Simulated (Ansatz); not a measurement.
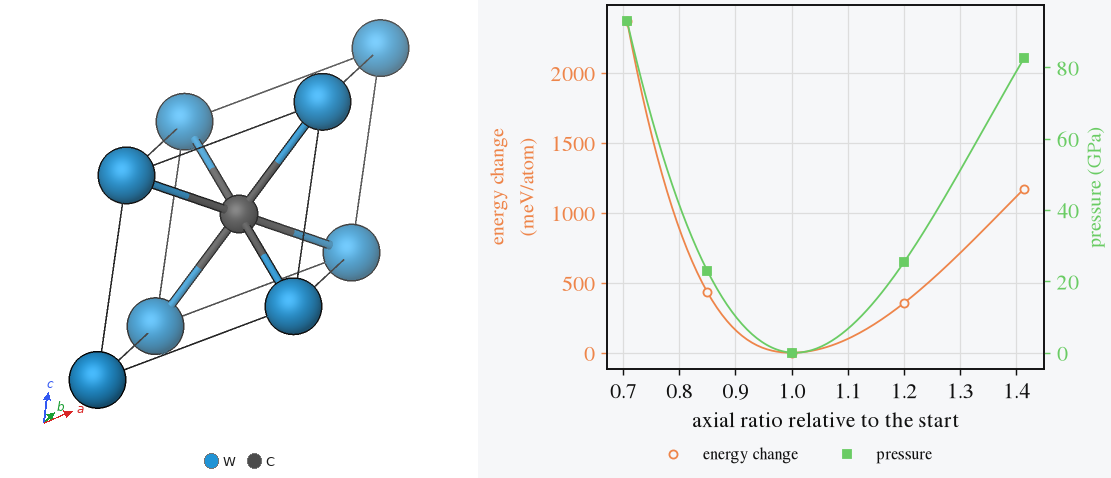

The figure shows the energy change and pressure against relative axial ratio for WC, space group Fm-3m (No. 225). The cell is drawn beside the plot.

The given structure:
```xyz
2
Lattice="0.0000 2.1727 2.1727 2.1727 0.0000 2.1727 2.1727 2.1727 0.0000" Properties=species:S:1:pos:R:3 pbc="T T T"
W     0.0000    0.0000    0.0000
C     2.1727    2.1727    2.1727
```

Method: deformation of a crystal at fixed volume, lengths along the axis scaled against those across it, fractional coordinates fixed, by plane-wave density functional theory with PAW datasets, free energies less that of the undisturbed cell, pressure positive in compression; scalar-relativistic (Ansatz 0.2.0). Level: PBEsol, no spin polarisation.

wave cutoff 420 eV; k mesh 26×26×26; occupations Gaussian; smearing width 0.15 eV; k shift (0, 0, 0) (mesh steps); start relaxed; path tetragonal; axis direction (0, 0, 1) (Cartesian unit vector).

At which relative axial ratio is the energy change least?

Answer. The lowest computed point is at relative axial ratio 1.000 (0 meV/atom), and no other minimum shows among the points.

What does the pressure do across the range?

Answer. It goes from 93.0 GPa at relative axial ratio 0.707 to 82.6 GPa at 1.414, not monotonically, with a low of 0.0 GPa at 1.000.

The computed values:

```
axial ratio relative to the start  energy change (meV/atom)  pressure (GPa)
                            0.707                      2369            93.0
                            0.850                       432            22.9
                            1.000                         0             0.0
                            1.200                       355            25.4
                            1.414                      1172            82.6
```
